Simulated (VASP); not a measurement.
# BN: geometry relaxation (part 3 of 3)

Continued. System: BN (P6₃/mmc, 4 atoms in the cell). Method: Kohn-Sham DFT of a periodic cell, r2SCAN with rVV10, VASP PAW PBE potentials, recommended, no spin polarisation (VASP 6.6.1); cutoff 600 eV, 12×12×4 k-mesh, Gaussian smearing of 0.02 eV. The structure derives from an entry of the Crystallography Open Database.

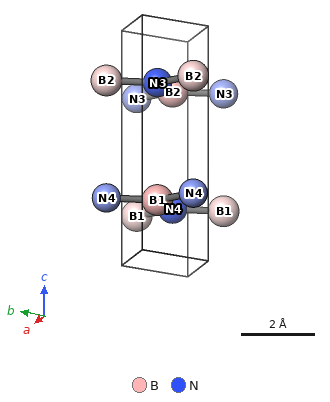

**Figure 1.** The geometry at step 6 of the log (ball-and-stick view of the cell of the calculation, seen at an oblique angle; neighbours outside the cell are drawn fainter; atoms are numbered from 1 in the order of the input).

## Parts of OUTCAR, continued
```
 -----------------------------------------------------------------------------
  energy-cutoff  :      600.00
  volume of cell :       35.41
      direct lattice vectors                 reciprocal lattice vectors
     2.502833850 -0.000000000  0.000000000     0.399547097  0.230678624  0.000000000
    -1.251416925  2.167517700 -0.000000000     0.000000000  0.461357248  0.000000000
     0.000000000 -0.000000000  6.527307181    -0.000000000 -0.000000000  0.153202534

 POSITION                                       TOTAL-FORCE (eV/Angst)
 -----------------------------------------------------------------------------------
     -0.00000      1.44501      1.63183         0.000000      0.000000      0.000000
      1.25142      0.72251      4.89548        -0.000000     -0.000000      0.000000
     -0.00000      1.44501      4.89548        -0.000000      0.000000     -0.000000
      1.25142      0.72251      1.63183         0.000000     -0.000000      0.000000
 -----------------------------------------------------------------------------------
    total drift:                               -0.000002      0.000001      0.000000

  FREE ENERGIE OF THE ION-ELECTRON SYSTEM (eV)
  ---------------------------------------------------
  free  energy   TOTEN  =       -38.2507632584 eV

  energy  without entropy=      -38.2507632584  energy(sigma->0) =      -38.25076326

--------------------------------------- Ionic step       11  -------------------------------------------

 number of electron      15.9999998 magnetization

------------------------ aborting loop because EDIFF is reached ----------------------------------------

  FORCE on cell =-STRESS in cart. coord.  units (eV):
  Direction    XX          YY          ZZ          XY          YZ          ZX
  --------------------------------------------------------------------------------------
  -------------------------------------------------------------------------------------
  Total        0.0227352      0.0227352      0.0415819      0.0000000      0.0000000     -0.0000000
  in kB        1.0403682      1.0403682      1.9027977      0.0000000      0.0000000     -0.0000000
  external PRESSURE =       1.3278447 kB  Pullay stress =       0.0000000 kB

 VOLUME and BASIS-vectors are now :
 -----------------------------------------------------------------------------
  energy-cutoff  :      600.00
  volume of cell :       35.01
      direct lattice vectors                 reciprocal lattice vectors
     2.502115484 -0.000000000  0.000000000     0.399661809  0.230744852  0.000000000
    -1.251057742  2.166895577 -0.000000000     0.000000000  0.461489705  0.000000000
     0.000000000 -0.000000000  6.457690561    -0.000000000 -0.000000000  0.154854122

 POSITION                                       TOTAL-FORCE (eV/Angst)
 -----------------------------------------------------------------------------------
     -0.00000      1.44460      1.61442         0.000000      0.000000     -0.000000
      1.25106      0.72230      4.84327         0.000000     -0.000000      0.000000
     -0.00000      1.44460      4.84327        -0.000000     -0.000000      0.000000
      1.25106      0.72230      1.61442         0.000000      0.000000      0.000000
 -----------------------------------------------------------------------------------
    total drift:                               -0.000002      0.000001      0.000000

  FREE ENERGIE OF THE ION-ELECTRON SYSTEM (eV)
  ---------------------------------------------------
  free  energy   TOTEN  =       -38.2508270675 eV

  energy  without entropy=      -38.2508270675  energy(sigma->0) =      -38.25082707

--------------------------------------- Ionic step       12  -------------------------------------------

 number of electron      15.9999998 magnetization

 Free energy of the ion-electron system (eV)
  ---------------------------------------------------
  ext. energy  EPLUGINS =         0.00000000
  ---------------------------------------------------
  free energy    TOTEN  =       -38.25092475 eV

  energy without entropy =      -38.25092475  energy(sigma->0) =      -38.25092475

 E-fermi :   2.3759     XC(G=0): -10.9696     alpha+bet :-11.2461

 val. band max:        2.2251293252   @ k =   0.3333   0.2500   0.0000
 cond. band min:       7.0111791900   @ k =   0.5000   0.0000   0.0000
 fundamental gap:      4.7860498649
 Fermi energy:         2.3759077015

 k-point     1 :       0.0000    0.0000    0.0000
  band No.  band energies     occupation
      1     -16.6302      2.00000
      2     -16.2807      2.00000
      3      -4.3153      2.00000
      4      -1.8465      2.00000
      5       0.8533      2.00000
      6       0.8533      2.00000
      7       0.9028      2.00000
      8       0.9028      2.00000
      9       7.9028      0.00000
     10      13.5367      0.00000
     11      14.4989      0.00000
     12      14.4989      0.00000

 k-point     2 :       0.0833   -0.0000    0.0000
  band No.  band energies     occupation
      1     -16.4879      2.00000
      2     -16.1436      2.00000
      3      -4.1203      2.00000
      4      -1.6726      2.00000
      5       0.2640      2.00000
      6       0.3101      2.00000
      7       0.5805      2.00000
      8       0.6354      2.00000
      9       8.1600      0.00000
     10      13.4251      0.00000
     11      14.3494      0.00000
     12      14.5886      0.00000

 k-point     3 :       0.1667   -0.0000    0.0000
  band No.  band energies     occupation
      1     -16.0691      2.00000
      2     -15.7409      2.00000
      3      -3.5423      2.00000
      4      -1.2292      2.00000
      5      -1.1725      2.00000
      6      -1.1627      2.00000
      7      -0.0829      2.00000
      8      -0.0175      2.00000
      9       8.8332      0.00000
     10      12.9717      0.00000
     11      13.9413      0.00000
     12      14.4303      0.00000

 k-point     4 :       0.2500    0.0000    0.0000
  band No.  band energies     occupation
      1     -15.4027      2.00000
      2     -15.1032      2.00000
      3      -3.1213      2.00000
      4      -3.0391      2.00000
      5      -2.6078      2.00000
      6      -0.8511      2.00000
      7      -0.7765      2.00000
      8      -0.3594      2.00000
      9       9.7984      0.00000
     10      11.8271      0.00000
     11      12.4484      0.00000
     12      13.5051      0.00000

 k-point     5 :       0.3333    0.0000    0.0000
  band No.  band energies     occupation
      1     -14.5607      2.00000
      2     -14.3085      2.00000
      3      -4.9966      2.00000
      4      -4.8919      2.00000
      5      -1.5104      2.00000
      6      -1.4297      2.00000
      7      -1.3844      2.00000
      8       0.6276      2.00000
      9       9.7430      0.00000
     10      10.7778      0.00000
     11      10.9507      0.00000
     12      13.1483      0.00000

 [... the levels of 18 k-points are left out ...]

 k-point    24 :       0.3333    0.0000    0.2500
  band No.  band energies     occupation
      1     -14.5252      2.00000
      2     -14.3470      2.00000
      3      -4.9863      2.00000
      4      -4.9115      2.00000
      5      -1.4987      2.00000
      6      -1.4416      2.00000
      7      -1.1229      2.00000
      8       0.2886      2.00000
      9       9.6716      0.00000
     10      10.3962      0.00000
     11      11.8917      0.00000
     12      13.1531      0.00000

 [... further k-points ...]

------------------------ aborting loop because EDIFF is reached ----------------------------------------

  FORCE on cell =-STRESS in cart. coord.  units (eV):
  Direction    XX          YY          ZZ          XY          YZ          ZX
  --------------------------------------------------------------------------------------
  -------------------------------------------------------------------------------------
  Total       -0.0094646     -0.0094646     -0.0002017     -0.0000000      0.0000000      0.0000000
  in kB       -0.4309165     -0.4309165     -0.0091852     -0.0000000      0.0000000      0.0000000
  external PRESSURE =      -0.2903394 kB  Pullay stress =       0.0000000 kB

 VOLUME and BASIS-vectors are now :
 -----------------------------------------------------------------------------
  energy-cutoff  :      600.00
  volume of cell :       35.19
      direct lattice vectors                 reciprocal lattice vectors
     2.502436431 -0.000000000  0.000000000     0.399610551  0.230715259  0.000000000
    -1.251218215  2.167173525 -0.000000000     0.000000000  0.461430517  0.000000000
     0.000000000 -0.000000000  6.488793393    -0.000000000 -0.000000000  0.154111857

 POSITION                                       TOTAL-FORCE (eV/Angst)
 -----------------------------------------------------------------------------------
     -0.00000      1.44478      1.62220        -0.000000     -0.000000     -0.000000
      1.25122      0.72239      4.86660         0.000000      0.000000      0.000000
     -0.00000      1.44478      4.86660         0.000000      0.000000     -0.000000
      1.25122      0.72239      1.62220        -0.000000     -0.000000      0.000000
 -----------------------------------------------------------------------------------
    total drift:                               -0.000002      0.000001      0.000000

  FREE ENERGIE OF THE ION-ELECTRON SYSTEM (eV)
  ---------------------------------------------------
  free  energy   TOTEN  =       -38.2509247513 eV

  energy  without entropy=      -38.2509247513  energy(sigma->0) =      -38.25092475

 reached required accuracy - stopping structural energy minimisation
```

## CONTCAR
```
BN
   1.00000000000000
     2.5024364307426730   -0.0000000000000000    0.0000000000000000
    -1.2512182153713365    2.1671735245714845   -0.0000000000000000
     0.0000000000000000   -0.0000000000000000    6.4887933926335917
  B               N
     2     2
Direct
     0.3333333300000021    0.6666666699999979    0.2500000000000000
     0.6666666699999979    0.3333333300000021    0.7500000000000000
     0.3333333300000021    0.6666666699999979    0.7500000000000000
     0.6666666699999979    0.3333333300000021    0.2500000000000000

  0.00000000E+00  0.00000000E+00  0.00000000E+00
  0.00000000E+00  0.00000000E+00  0.00000000E+00
  0.00000000E+00  0.00000000E+00  0.00000000E+00
  0.00000000E+00  0.00000000E+00  0.00000000E+00
```

## Trajectory as extended XYZ (Å, eV, eV/Å), 12 frames, from step=0 to step=11
```
4
Lattice="2.5400 0.0000 0.0000 -1.2700 2.1997 0.0000 0.0000 0.0000 6.5980" Properties=species:S:1:pos:R:3:forces:R:3 step=0 energy=-38.19532
B     0.0000    1.4665    1.6495    0.0000   0.0000   0.0000
B     1.2700    0.7332    4.9485    0.0000   0.0000   0.0000
N     0.0000    1.4665    4.9485    0.0000   0.0000   0.0000
N     1.2700    0.7332    1.6495    0.0000   0.0000   0.0000
4
Lattice="2.4299 0.0000 0.0000 -1.2149 2.1043 0.0000 0.0000 0.0000 6.5871" Properties=species:S:1:pos:R:3:forces:R:3 step=1 energy=-38.02520
B     0.0000    1.4029    1.6468    0.0000   0.0000   0.0000
B     1.2149    0.7014    4.9403    0.0000   0.0000   0.0000
N     0.0000    1.4029    4.9403    0.0000   0.0000   0.0000
N     1.2149    0.7014    1.6468    0.0000   0.0000   0.0000
4
Lattice="2.5034 0.0000 0.0000 -1.2517 2.1680 0.0000 0.0000 0.0000 6.5944" Properties=species:S:1:pos:R:3:forces:R:3 step=2 energy=-38.24981
B     0.0000    1.4453    1.6486    0.0000   0.0000   0.0000
B     1.2517    0.7227    4.9458    0.0000   0.0000   0.0000
N     0.0000    1.4453    4.9458    0.0000   0.0000   0.0000
N     1.2517    0.7227    1.6486    0.0000   0.0000   0.0000
4
Lattice="2.5024 0.0000 0.0000 -1.2512 2.1671 0.0000 0.0000 0.0000 6.5943" Properties=species:S:1:pos:R:3:forces:R:3 step=3 energy=-38.24986
B     0.0000    1.4447    1.6486    0.0000   0.0000   0.0000
B     1.2512    0.7224    4.9457    0.0000   0.0000   0.0000
N     0.0000    1.4447    4.9457    0.0000   0.0000   0.0000
N     1.2512    0.7224    1.6486    0.0000   0.0000   0.0000
4
Lattice="2.5016 0.0000 0.0000 -1.2508 2.1665 0.0000 0.0000 0.0000 6.5942" Properties=species:S:1:pos:R:3:forces:R:3 step=4 energy=-38.24984
B     0.0000    1.4443    1.6486    0.0000   0.0000   0.0000
B     1.2508    0.7222    4.9457    0.0000   0.0000   0.0000
N     0.0000    1.4443    4.9457    0.0000   0.0000   0.0000
N     1.2508    0.7222    1.6486    0.0000   0.0000   0.0000
4
Lattice="2.5034 -0.0000 0.0000 -1.2517 2.1680 0.0000 0.0000 -0.0000 6.5853" Properties=species:S:1:pos:R:3:forces:R:3 step=5 energy=-38.24997
B     0.0000    1.4454    1.6463    0.0000   0.0000   0.0000
B     1.2517    0.7227    4.9390    0.0000   0.0000   0.0000
N     0.0000    1.4454    4.9390    0.0000   0.0000   0.0000
N     1.2517    0.7227    1.6463    0.0000   0.0000   0.0000
4
Lattice="2.5034 -0.0000 0.0000 -1.2517 2.1680 0.0000 0.0000 -0.0000 6.5853" Properties=species:S:1:pos:R:3:forces:R:3 step=6 energy=-38.24997
B     0.0000    1.4454    1.6463    0.0000   0.0000   0.0000
B     1.2517    0.7227    4.9390    0.0000   0.0000   0.0000
N     0.0000    1.4454    4.9390    0.0000   0.0000   0.0000
N     1.2517    0.7227    1.6463    0.0000   0.0000   0.0000
4
Lattice="2.5034 -0.0000 0.0000 -1.2517 2.1680 0.0000 0.0000 -0.0000 6.5795" Properties=species:S:1:pos:R:3:forces:R:3 step=7 energy=-38.25008
B     0.0000    1.4453    1.6449    0.0000   0.0000   0.0000
B     1.2517    0.7227    4.9346    0.0000   0.0000   0.0000
N     0.0000    1.4453    4.9346    0.0000   0.0000   0.0000
N     1.2517    0.7227    1.6449    0.0000   0.0000   0.0000
4
Lattice="2.5032 -0.0000 0.0000 -1.2516 2.1678 -0.0000 0.0000 -0.0000 6.5621" Properties=species:S:1:pos:R:3:forces:R:3 step=8 energy=-38.25036
B     0.0000    1.4452    1.6405    0.0000   0.0000   0.0000
B     1.2516    0.7226    4.9216    0.0000   0.0000   0.0000
N     0.0000    1.4452    4.9216    0.0000   0.0000   0.0000
N     1.2516    0.7226    1.6405    0.0000   0.0000   0.0000
4
Lattice="2.5028 -0.0000 0.0000 -1.2514 2.1675 -0.0000 0.0000 -0.0000 6.5273" Properties=species:S:1:pos:R:3:forces:R:3 step=9 energy=-38.25076
B     0.0000    1.4450    1.6318    0.0000   0.0000   0.0000
B     1.2514    0.7225    4.8955    0.0000   0.0000   0.0000
N     0.0000    1.4450    4.8955    0.0000   0.0000   0.0000
N     1.2514    0.7225    1.6318    0.0000   0.0000   0.0000
4
Lattice="2.5021 -0.0000 0.0000 -1.2511 2.1669 -0.0000 0.0000 -0.0000 6.4577" Properties=species:S:1:pos:R:3:forces:R:3 step=10 energy=-38.25083
B     0.0000    1.4446    1.6144    0.0000   0.0000   0.0000
B     1.2511    0.7223    4.8433    0.0000   0.0000   0.0000
N     0.0000    1.4446    4.8433    0.0000   0.0000   0.0000
N     1.2511    0.7223    1.6144    0.0000   0.0000   0.0000
4
Lattice="2.5024 -0.0000 0.0000 -1.2512 2.1672 -0.0000 0.0000 -0.0000 6.4888" Properties=species:S:1:pos:R:3:forces:R:3 step=11 energy=-38.25092
B     0.0000    1.4448    1.6222    0.0000   0.0000   0.0000
B     1.2512    0.7224    4.8666    0.0000   0.0000   0.0000
N     0.0000    1.4448    4.8666    0.0000   0.0000   0.0000
N     1.2512    0.7224    1.6222    0.0000   0.0000   0.0000
```

This output came from the following input.

## INCAR
```
SYSTEM = BN
PREC = Accurate ; ENCUT = 600
EDIFF = 1E-7 ; ISMEAR = 0
SIGMA = 0.02 ; LREAL = .FALSE.
LASPH = .TRUE. ; NELM = 80
ALGO = Normal ; ISIF = 3
LWAVE = .FALSE. ; LCHARG = .FALSE.
METAGGA = R2SCAN ; LMIXTAU = .TRUE.
LUSE_VDW = .TRUE. ; IVDW_NL = 2
BPARAM = 11.95 ; CPARAM = 0.0093
IBRION = 2 ; NSW = 90
EDIFFG = -0.005
```

## KPOINTS
```
regular mesh
0
G
  12 12 4
  0 0 0
```

## POSCAR
```
BN
1.0
    2.5400000000      0.0000000000      0.0000000000
   -1.2700000000      2.1997045300      0.0000000000
    0.0000000000      0.0000000000      6.5980000000
B N
2 2
Direct
    0.3333333300      0.6666666700      0.2500000000
    0.6666666700      0.3333333300      0.7500000000
    0.3333333300      0.6666666700      0.7500000000
    0.6666666700      0.3333333300      0.2500000000
```

Command:
```bash
cat potpaw_PBE.64/B/POTCAR potpaw_PBE.64/N/POTCAR > POTCAR
mpirun -np 1 vasp_std > vasp.out
```

## Results in brief

```tsv
quantity	value
outcome	converged
space group (tolerance 0.01 Å)	P6₃/mmc (194)
electrons treated	16
free energy	−38.2509 eV
Fermi energy	2.376 eV
gap on the k-point mesh	4.79 eV
pressure	−0.03 GPa
final volume	35.19 Å³
largest force (length of the vector) at the end	under 0.001 eV/Å
final cell	a = 2.502 Å, b = 2.502 Å, c = 6.489 Å, α = 90.00°, β = 90.00°, γ = 120.00°
hardware	1 thread of Intel Xeon (Granite Rapids), 64 GiB of memory available, shared host
wall time	11 min
peak memory	0.28 GiB
```
